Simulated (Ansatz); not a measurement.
# SnGe$_{2}$: geometry relaxation (part 2 of 2)

SnGe$_{2}$ (P-3m1, 6 atoms in the cell); DFT, r2SCAN, plane waves, PAW, no spin polarisation (Ansatz 0.2.0); cutoff 500 eV, 6×6×2 k-mesh, Fermi–Dirac smearing of 0.02 eV. The structure was built on a prototype by a generator. The geometry comes from this level: PBE.

Geometry of the input (Å; fractional positions):
```
4.2790  0.0000  0.0000
-2.1395  3.7058  0.0000
0.0000  0.0000  10.6417
Ge 0.3333  0.6667  0.6880
Ge 0.0000  0.0000  0.3819
Sn 0.6667  0.3333  0.0598
Ge 0.0000  0.0000  0.6181
Ge 0.6667  0.3333  0.3120
Sn 0.3333  0.6667  0.9402
```

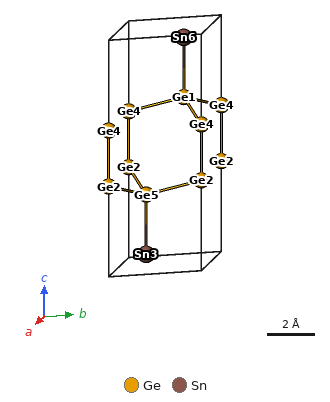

**Figure 1.** The geometry at step 4 of the log (ball-and-stick view of the cell of the calculation, seen slightly off an axis; atoms are numbered from 1 in the order of the input).

**Output, continued**
```
--- Stress (GPa, compression-positive) ---
       -0.004454       0.000000       0.000000
       -0.000000      -0.004454       0.000000
        0.000000       0.000000      -0.011351
  P = ⅓ Tr σ = -0.0068 GPa (-0.068 kbar)
--- Band table (eV; the first three rows and the last of 14) ---
  k-point 0: bands = ["-17.6584", "-17.6581", "-17.6581", "-17.6527", "-17.6527", "-17.6139", "-17.6139", "-17.5930", "-17.5930", "-17.5854", "-17.5750", "-17.4885", "-17.4885", "-17.4735", "-17.4735", "-17.4642", "-17.4642", "-17.4296", "-17.4296", "-17.4261", "-14.4868", "-14.4868", "-14.2959", "-14.2959", "-14.2436", "-14.0755", "-13.9529", "-13.9529", "-13.8473", "-13.8473", "-4.6510", "-3.5098", "-2.8023", "1.6705", "2.1189", "6.2491", "6.2491", "6.8489", "6.8489", "6.8665", "7.2255", "7.8544", "8.4973", "8.4973", "9.6051", "10.3285", "10.3285", "10.8470", "11.3546", "11.3546", "11.9949"]
  k-point 1: bands = ["-17.6584", "-17.6581", "-17.6581", "-17.6527", "-17.6527", "-17.6139", "-17.6139", "-17.5930", "-17.5930", "-17.5853", "-17.5751", "-17.4886", "-17.4886", "-17.4735", "-17.4735", "-17.4642", "-17.4642", "-17.4296", "-17.4296", "-17.4261", "-14.4868", "-14.4868", "-14.2959", "-14.2959", "-14.2436", "-14.0755", "-13.9529", "-13.9529", "-13.8473", "-13.8473", "-4.5684", "-3.8551", "-2.3354", "0.4813", "4.4702", "4.7072", "6.2110", "6.2110", "6.9612", "6.9612", "7.4354", "7.8048", "8.2869", "8.2869", "10.6361", "10.8788", "10.8788", "11.0635", "11.0786", "11.0786", "11.8520"]
  k-point 2: bands = ["-17.6765", "-17.6670", "-17.6594", "-17.6581", "-17.6503", "-17.6043", "-17.6025", "-17.5931", "-17.5816", "-17.5790", "-17.5655", "-17.5069", "-17.5034", "-17.4810", "-17.4746", "-17.4622", "-17.4529", "-17.4327", "-17.4261", "-17.4105", "-14.4851", "-14.4640", "-14.2927", "-14.2685", "-14.2250", "-14.0906", "-13.9766", "-13.9627", "-13.8719", "-13.8446", "-4.3770", "-3.2406", "-2.5027", "1.4344", "2.0499", "4.4443", "4.8009", "5.7155", "6.1836", "6.5388", "7.2228", "7.7924", "8.7380", "8.9540", "10.0943", "10.6974", "10.9578", "11.2329", "11.6620", "11.9832", "12.4850"]
  k-point 13: bands = ["-17.6965", "-17.6965", "-17.6920", "-17.6434", "-17.6434", "-17.6040", "-17.5686", "-17.5686", "-17.5515", "-17.5507", "-17.5407", "-17.5407", "-17.5234", "-17.5155", "-17.5155", "-17.4595", "-17.4595", "-17.4074", "-17.4074", "-17.3877", "-14.4838", "-14.2924", "-14.2924", "-14.1744", "-14.1547", "-14.1547", "-14.0750", "-14.0031", "-14.0031", "-13.8375", "-2.2554", "-1.5999", "-1.5999", "-0.1220", "0.7052", "0.7052", "3.8199", "3.8199", "4.4757", "5.0762", "5.1725", "5.1725", "10.5858", "10.5858", "10.9725", "11.0328", "11.5452", "11.5452", "12.9341", "13.1786", "13.1786"]
--- Relaxed structure (5 steps of the walk, 5 accepted, 1 SCFs on fresh bases) ---
  F+E_penalty+E_count = -29288.21516714 eV   max|allowed force component| = 2.218e-3 eV/Å   (the final SCF, on the basis selected at the relaxed cell)
  cell:  # Å, volume = 161.9855 Å³
    - [4.226794607831598, 2.851496500456069e-11, 2.5849817765040488e-33]
    - [-2.1133973039404936, 3.6605115069469902, -4.4007489879561143e-35]
    - [6.428684617892853e-33, 3.585227959978705e-33, 10.469434686560055]
  atoms:
    - { symbol: Ge, position: [0.3333333333333333, 0.6666666666666666, 0.6880136212635479] }
    - { symbol: Ge, position: [7.274013567371547e-34, -1.1549170788916718e-34, 0.3817931888252625] }
    - { symbol: Sn, position: [0.6666666666666666, 0.3333333333333333, 0.05931065485413675] }
    - { symbol: Ge, position: [-6.909030431207913e-34, -1.1549170782968029e-35, 0.6182068111747374] }
    - { symbol: Ge, position: [0.6666666666666666, 0.3333333333333333, 0.31198637873645196] }
    - { symbol: Sn, position: [0.3333333333333333, 0.6666666666666666, 0.940689345145863] }
```

**File rho_z.tsv**
```
# z_ang	rho[e/angstrom^3]
# format = ansatz-planar-average/11
# lattice	4.226794608	0.000000000	0.000000000
# lattice	-2.113397304	3.660511507	-0.000000000
# lattice	0.000000000	0.000000000	10.469434687
# sites	6
# site	32	-0.000000000	2.440341005	7.203113671
# site	32	0.000000000	0.000000000	3.997158854
# site	50	2.113397304	1.220170502	0.620949027
# site	32	0.000000000	0.000000000	6.472275832
# site	32	2.113397304	1.220170502	3.266321015
# site	50	-0.000000000	2.440341005	9.848485659
0.000000	5.026178e-1
0.130868	5.429553e-1
0.261736	6.509435e-1
0.392604	7.858724e-1
0.523472	8.854736e-1
0.654340	8.939291e-1
0.785208	7.969058e-1
0.916076	6.301304e-1
1.046943	4.515230e-1
1.177811	3.050215e-1
1.308679	2.054773e-1
1.439547	1.463194e-1
1.570415	1.137913e-1
1.701283	9.646138e-2
1.832151	8.785614e-2
1.963019	8.526732e-2
2.093887	8.783734e-2
2.224755	9.574866e-2
2.355623	1.098348e-1
2.486491	1.336320e-1
2.617359	1.760195e-1
2.748227	2.586764e-1
2.879095	4.326912e-1
3.009962	7.514443e-1
3.140830	1.141540e0
3.271698	1.343686e0
3.402566	1.207575e0
3.533434	9.473474e-1
3.664302	8.754191e-1
3.795170	1.069313e0
3.926038	1.310978e0
4.056906	1.282634e0
4.187774	9.505969e-1
4.318642	5.730679e-1
4.449510	3.296360e-1
4.580378	2.102557e-1
4.711246	1.530139e-1
4.842114	1.226952e-1
4.972981	1.059179e-1
5.103849	9.684156e-2
5.234717	9.391828e-2
5.365585	9.684156e-2
5.496453	1.059179e-1
5.627321	1.226952e-1
5.758189	1.530139e-1
5.889057	2.102557e-1
6.019925	3.296360e-1
6.150793	5.730679e-1
6.281661	9.505969e-1
6.412529	1.282634e0
6.543397	1.310978e0
6.674265	1.069313e0
6.805133	8.754191e-1
6.936000	9.473474e-1
7.066868	1.207575e0
7.197736	1.343686e0
7.328604	1.141540e0
7.459472	7.514443e-1
7.590340	4.326912e-1
7.721208	2.586764e-1
7.852076	1.760195e-1
7.982944	1.336320e-1
8.113812	1.098348e-1
8.244680	9.574866e-2
8.375548	8.783734e-2
8.506416	8.526732e-2
8.637284	8.785614e-2
8.768152	9.646138e-2
8.899019	1.137913e-1
9.029887	1.463194e-1
9.160755	2.054773e-1
9.291623	3.050215e-1
9.422491	4.515230e-1
9.553359	6.301304e-1
9.684227	7.969058e-1
9.815095	8.939291e-1
9.945963	8.854736e-1
10.076831	7.858724e-1
10.207699	6.509435e-1
10.338567	5.429553e-1
```

**File v_z.tsv**
```
# z_ang	v_es[eV]	v_tot[eV]
# format = ansatz-planar-average/11
# xc	r2scan
# density_cutoff_ev	2000
# datasets	Ge=:simpson_from_first_knot:soft:shift=0	Sn=:simpson_from_first_knot:soft:shift=0
# lattice	4.226794608	0.000000000	0.000000000
# lattice	-2.113397304	3.660511507	-0.000000000
# lattice	0.000000000	0.000000000	10.469434687
# sites	6
# site	32	-0.000000000	2.440341005	7.203113671
# site	32	0.000000000	0.000000000	3.997158854
# site	50	2.113397304	1.220170502	0.620949027
# site	32	0.000000000	0.000000000	6.472275832
# site	32	2.113397304	1.220170502	3.266321015
# site	50	-0.000000000	2.440341005	9.848485659
0.000000	1.951222e0	-1.046271e1
0.130868	2.464444e0	-1.003702e1
0.261736	3.767494e0	-9.015889e0
0.392604	5.281344e0	-7.756761e0
0.523472	6.417621e0	-6.607351e0
0.654340	6.938796e0	-5.799316e0
0.785208	6.910912e0	-5.239475e0
0.916076	6.542674e0	-4.736854e0
1.046943	6.158193e0	-4.042987e0
1.177811	6.082667e0	-3.070588e0
1.308679	6.507792e0	-1.779593e0
1.439547	7.394758e0	-2.509979e-1
1.570415	8.466484e0	1.190769e0
1.701283	9.359072e0	2.379404e0
1.832151	9.887041e0	3.065357e0
1.963019	1.010605e1	3.299140e0
2.093887	1.005860e1	3.212499e0
2.224755	9.736182e0	2.773192e0
2.355623	9.066523e0	1.861894e0
2.486491	7.997063e0	2.865814e-1
2.617359	6.693504e0	-1.670718e0
2.748227	5.356939e0	-3.683606e0
2.879095	4.059276e0	-5.680905e0
3.009962	2.803234e0	-7.580654e0
3.140830	1.543325e0	-9.405762e0
3.271698	3.511963e-1	-1.109570e1
3.402566	-5.519586e-1	-1.230141e1
3.533434	-1.047217e0	-1.298443e1
3.664302	-1.147672e0	-1.313088e1
3.795170	-8.677647e-1	-1.271260e1
3.926038	-1.759441e-1	-1.178001e1
4.056906	8.889497e-1	-1.030552e1
4.187774	2.134330e0	-8.506317e0
4.318642	3.388071e0	-6.657511e0
4.449510	4.665445e0	-4.689405e0
4.580378	5.992007e0	-2.679078e0
4.711246	7.334683e0	-6.749502e-1
4.842114	8.553940e0	1.127104e0
4.972981	9.424858e0	2.290389e0
5.103849	9.888772e0	2.884053e0
5.234717	1.003505e1	3.074829e0
5.365585	9.888772e0	2.884053e0
5.496453	9.424858e0	2.290389e0
5.627321	8.553940e0	1.127104e0
5.758189	7.334683e0	-6.749502e-1
5.889057	5.992007e0	-2.679078e0
6.019925	4.665445e0	-4.689405e0
6.150793	3.388071e0	-6.657511e0
6.281661	2.134330e0	-8.506317e0
6.412529	8.889497e-1	-1.030552e1
6.543397	-1.759441e-1	-1.178001e1
6.674265	-8.677647e-1	-1.271260e1
6.805133	-1.147672e0	-1.313088e1
6.936000	-1.047217e0	-1.298443e1
7.066868	-5.519586e-1	-1.230141e1
7.197736	3.511963e-1	-1.109570e1
7.328604	1.543325e0	-9.405762e0
7.459472	2.803234e0	-7.580654e0
7.590340	4.059276e0	-5.680905e0
7.721208	5.356939e0	-3.683606e0
7.852076	6.693504e0	-1.670718e0
7.982944	7.997063e0	2.865814e-1
8.113812	9.066523e0	1.861894e0
8.244680	9.736182e0	2.773192e0
8.375548	1.005860e1	3.212499e0
8.506416	1.010605e1	3.299140e0
8.637284	9.887041e0	3.065357e0
8.768152	9.359072e0	2.379404e0
8.899019	8.466484e0	1.190769e0
9.029887	7.394758e0	-2.509979e-1
9.160755	6.507792e0	-1.779593e0
9.291623	6.082667e0	-3.070588e0
9.422491	6.158193e0	-4.042987e0
9.553359	6.542674e0	-4.736854e0
9.684227	6.910912e0	-5.239475e0
9.815095	6.938796e0	-5.799316e0
9.945963	6.417621e0	-6.607351e0
10.076831	5.281344e0	-7.756761e0
10.207699	3.767494e0	-9.015889e0
10.338567	2.464444e0	-1.003702e1
```

**Trajectory as extended XYZ (Å, eV, eV/Å), 6 frames, from step=1 to step=6**
```
6
Lattice="4.2790 0.0000 0.0000 -2.1395 3.7058 0.0000 0.0000 0.0000 10.6417" Properties=species:S:1:pos:R:3:forces:R:3 step=1 energy=-29288.16941 pressure_GPa=-2.09
Ge    0.0000    2.4705    7.3220    0.0000   0.0000   0.0314
Ge    0.0000    0.0000    4.0640    0.0000   0.0000   0.0733
Sn    2.1395    1.2353    0.6366    0.0000   0.0000  -0.0779
Ge    0.0000    0.0000    6.5777    0.0000   0.0000  -0.0733
Ge    2.1395    1.2353    3.3197    0.0000   0.0000  -0.0314
Sn    0.0000    2.4705   10.0051    0.0000   0.0000   0.0779
6
Lattice="4.2039 0.0000 0.0000 -2.1019 3.6406 0.0000 0.0000 0.0000 10.4070" Properties=species:S:1:pos:R:3:forces:R:3 step=2 energy=-29288.19384 pressure_GPa=1.13
Ge    0.0000    2.4271    7.1943    0.0000   0.0000  -0.1642
Ge    0.0000    0.0000    3.9640    0.0000   0.0000   0.0051
Sn    2.1019    1.2135    0.5855    0.0000   0.0000   0.3088
Ge    0.0000    0.0000    6.4430    0.0000   0.0000  -0.0051
Ge    2.1019    1.2135    3.2128    0.0000   0.0000   0.1642
Sn    0.0000    2.4271    9.8215    0.0000   0.0000  -0.3088
6
Lattice="4.2284 0.0000 0.0000 -2.1142 3.6619 0.0000 0.0000 0.0000 10.4551" Properties=species:S:1:pos:R:3:forces:R:3 step=3 energy=-29288.21551 pressure_GPa=0.01
Ge    0.0000    2.4413    7.1840    0.0000   0.0000   0.0554
Ge    0.0000    0.0000    3.9915    0.0000   0.0000   0.0233
Sn    2.1142    1.2206    0.6250    0.0000   0.0000  -0.0427
Ge    0.0000    0.0000    6.4636    0.0000   0.0000  -0.0233
Ge    2.1142    1.2206    3.2710    0.0000   0.0000  -0.0554
Sn    0.0000    2.4413    9.8301    0.0000   0.0000   0.0427
6
Lattice="4.2269 0.0000 0.0000 -2.1135 3.6606 0.0000 0.0000 0.0000 10.4742" Properties=species:S:1:pos:R:3:forces:R:3 step=4 energy=-29288.21631 pressure_GPa=-0.03
Ge    0.0000    2.4404    7.2070    0.0000   0.0000  -0.0037
Ge    0.0000    0.0000    3.9992    0.0000   0.0000  -0.0011
Sn    2.1135    1.2202    0.6212    0.0000   0.0000   0.0009
Ge    0.0000    0.0000    6.4750    0.0000   0.0000   0.0011
Ge    2.1135    1.2202    3.2672    0.0000   0.0000   0.0037
Sn    0.0000    2.4404    9.8530    0.0000   0.0000  -0.0009
6
Lattice="4.2268 0.0000 0.0000 -2.1134 3.6605 0.0000 0.0000 0.0000 10.4694" Properties=species:S:1:pos:R:3:forces:R:3 step=5 energy=-29288.21634 pressure_GPa=-0.00
Ge    0.0000    2.4403    7.2031    0.0000   0.0000  -0.0006
Ge    0.0000    0.0000    3.9972    0.0000   0.0000  -0.0003
Sn    2.1134    1.2202    0.6209    0.0000   0.0000  -0.0023
Ge    0.0000    0.0000    6.4723    0.0000   0.0000   0.0003
Ge    2.1134    1.2202    3.2663    0.0000   0.0000   0.0006
Sn    0.0000    2.4403    9.8485    0.0000   0.0000   0.0023
6
Lattice="4.2268 0.0000 0.0000 -2.1134 3.6605 0.0000 0.0000 0.0000 10.4694" Properties=species:S:1:pos:R:3:forces:R:3 step=6 energy=-29288.21517 pressure_GPa=-0.01
Ge    0.0000    2.4403    7.2031    0.0000   0.0000  -0.0006
Ge    0.0000    0.0000    3.9972    0.0000   0.0000  -0.0002
Sn    2.1134    1.2202    0.6209    0.0000   0.0000  -0.0022
Ge    0.0000    0.0000    6.4723    0.0000   0.0000   0.0002
Ge    2.1134    1.2202    3.2663    0.0000   0.0000   0.0006
Sn    0.0000    2.4403    9.8485    0.0000   0.0000   0.0022
```

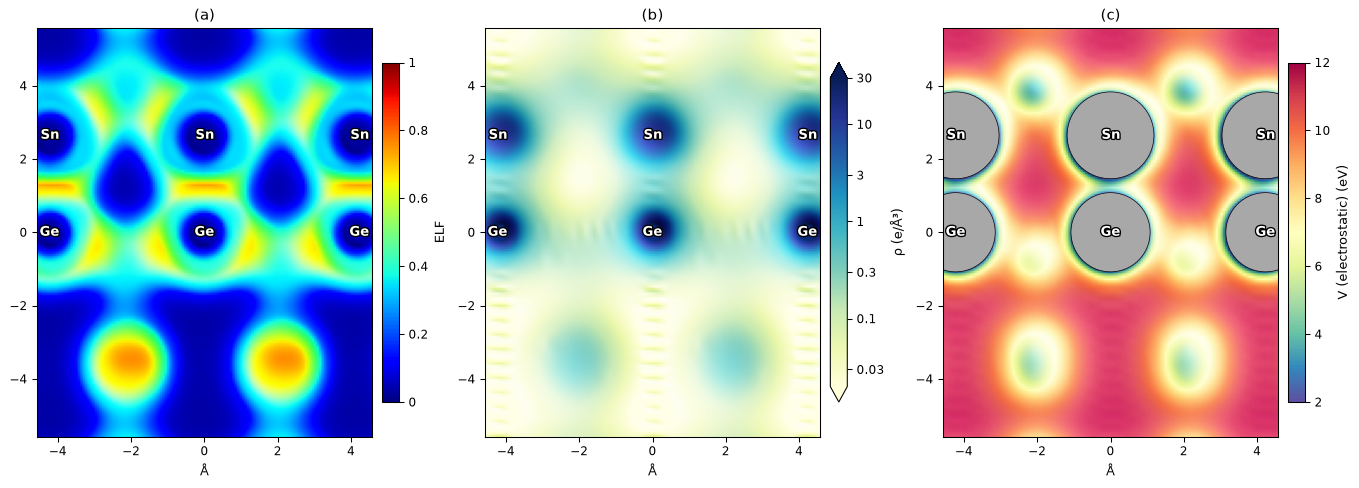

**Figure 2.** (a) ELF; (b) valence pseudo-density; (c) electrostatic potential (local pseudopotential plus Hartree) felt by an electron on the (100) plane of the conventional cell. Grey discs, where drawn, cover atomic cores. Sn–Ge (2.65 Å): the density is about 0.47 e/Å³ at the midpoint, with its minimum of 0.41 e/Å³ about 1.5 Å from Sn; the ELF peaks at about 0.75 between the atoms (localised, shared-pair bonding). The density dies away to nearly zero in the voids. Outside the cores the potential energy rises away from the atoms and is highest about 2.7 Å from the nearest atoms; outside the discs it spans about 9 eV, and its zero is arbitrary. In a PAW calculation such maps are meaningful between the atoms, not at the nuclei.

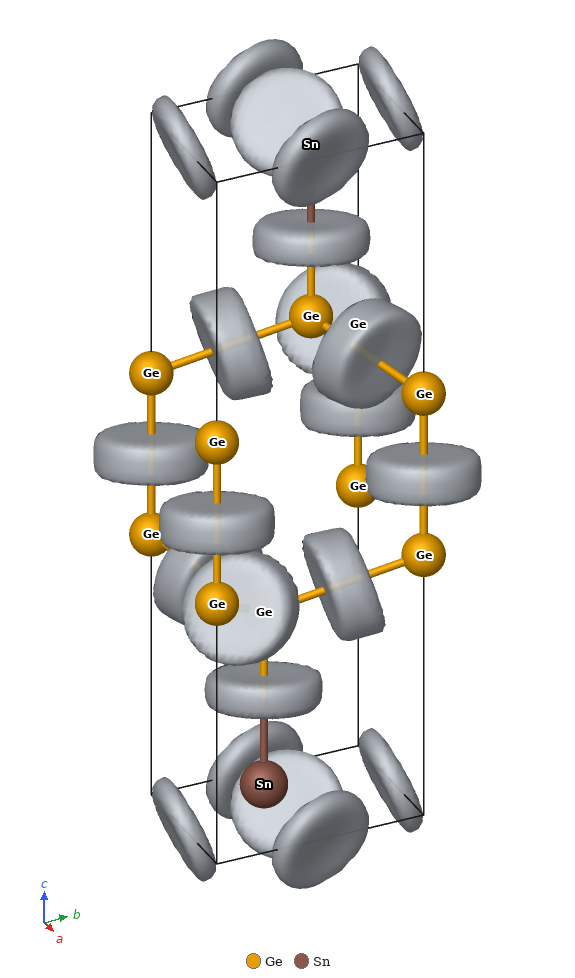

**Figure 3.** Isosurface of the electron localisation function at 0.55 (grey), seen slightly off an axis. Core shells and regions of very low density are left out. Sticks mark near contacts. The outline is the cell set on symmetry axes. Along the contacts the grid gives the following. Ge–Ge (2.48 Å): the ELF peaks at about 0.80 between the atoms, as expected for localised, shared-pair bonding.
